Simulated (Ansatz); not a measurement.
## Electronic structure of Ga$_{17}$N$_{18}$ (cell with a defect) in real space

```
Ga N
1.0
     4.82754    2.78718    5.24311
    -4.82754    2.78718    5.24311
     0.00000   -5.57436    5.24311
Ga N
17 18
Direct
  0.39133 0.72115 0.38891
  0.72135 0.05545 0.72458
  0.39135 0.05545 0.05459
  0.72134 0.39114 0.38890
  0.05566 0.72113 0.72460
  0.72161 0.72140 0.05486
  0.05485 0.05466 0.38811
  0.05566 0.39112 0.05460
  0.44232 0.77885 0.77558
  0.44280 0.11066 0.44410
  0.77905 0.44211 0.77558
  0.44232 0.44212 0.11230
  0.77814 0.77795 0.44468
  0.11086 0.11065 0.77606
  0.77814 0.11123 0.11140
  0.11084 0.44261 0.44411
  0.11142 0.77795 0.11140
  0.52828 0.52808 0.86152
  0.51455 0.84708 0.51379
  0.84728 0.18033 0.84781
  0.51455 0.18034 0.18052
  0.84727 0.51436 0.51379
  0.18053 0.84707 0.84781
  0.84776 0.84756 0.18101
  0.18078 0.18059 0.51404
  0.18053 0.51436 0.18053
  0.22060 0.58848 0.55386
  0.23716 0.90315 0.23659
  0.58869 0.22040 0.55384
  0.22062 0.22039 0.92193
  0.57007 0.56988 0.23709
  0.90336 0.90314 0.57041
  0.57009 0.90362 0.90332
  0.90334 0.23696 0.23660
  0.90384 0.56986 0.90333
```

Spin-polarised.

All numbers below come from DFT PBE, scalar-relativistic, plane waves, PAW (Ansatz).

The density is the valence pseudo-density of a PAW calculation; it isn't the true density close to the nuclei.

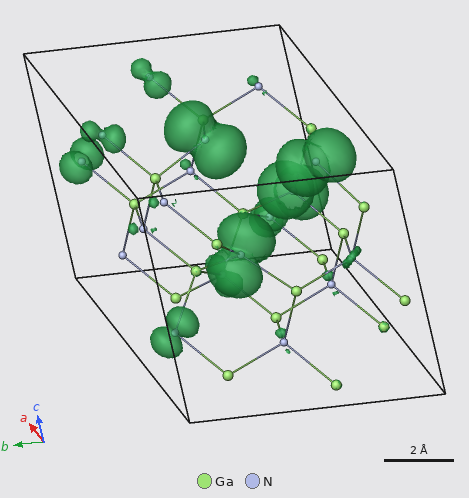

Figure 1. Isosurface of the magnetisation density (up minus down) at +0.03 e/Å³ (green), seen at an oblique angle. Sticks mark near contacts.

Where is the spin, and how is it ordered?

The spin density sits on N: +0.4 μB (×4) in one cell of 35 atoms: parallel main moments (a ferromagnetic arrangement) in this solution. The cell of the calculation (35 atoms) carries 3.0 μB of net spin moment.

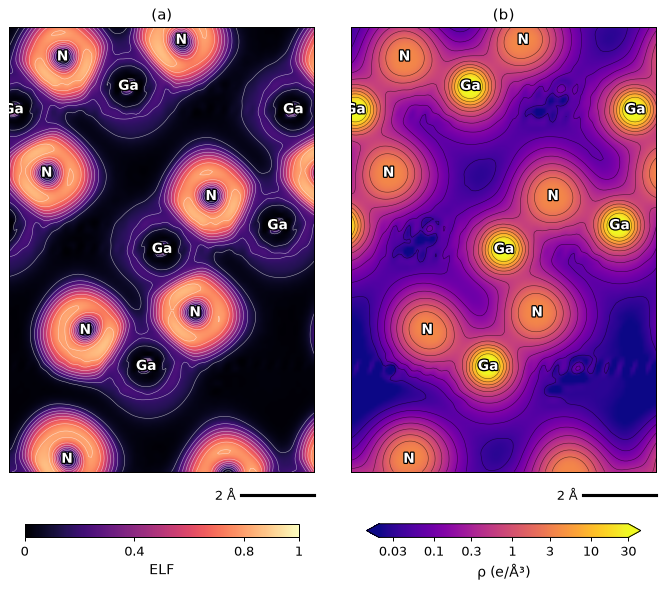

Figure 2. (a) electron localisation function; (b) valence pseudo-density on the (11̄0) plane of the calculation cell.

Read the bonding off the picture.

- Atoms in the plane: Ga and N.
- Ga–N (1.92 Å): the density is about 0.78 e/Å³ at the midpoint; the ELF peaks at about 0.85 in the valence shell of N, 0.6 Å from its nucleus, and is about 0.50 at the midpoint.
- Ga–N (1.96 Å): ρ at the midpoint is about 0.73 e/Å³; the ELF peaks at about 0.85 in the valence shell of N, 0.7 Å from its nucleus, and is about 0.50 at the midpoint.
- The density dies away to nearly zero in the voids.
- The ELF also peaks beside N, away from the bonds: non-bonding electrons, paired or unpaired.

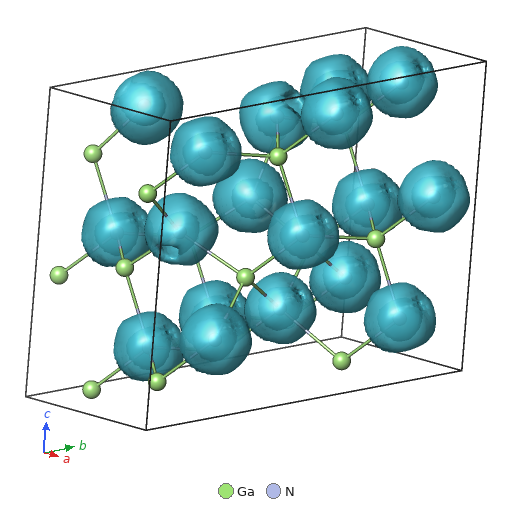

Figure 3. Isosurface of the ELF at 0.75 (cyan), seen slightly off an axis. Only the valence region is drawn (cores and ρ < 0.01 e/Å³ removed). Sticks mark near contacts.

Describe the localisation domains.

The surface consists of 18 regions wrapped around N (the valence shell of each), counted in one cell of 35 atoms. Regions shared between cells count once.

Does the calculation make it a metal, or give it a gap?

It is gapped, with a Kohn–Sham gap of 0.43 eV on the k-point mesh, an upper bound to the gap of this method.
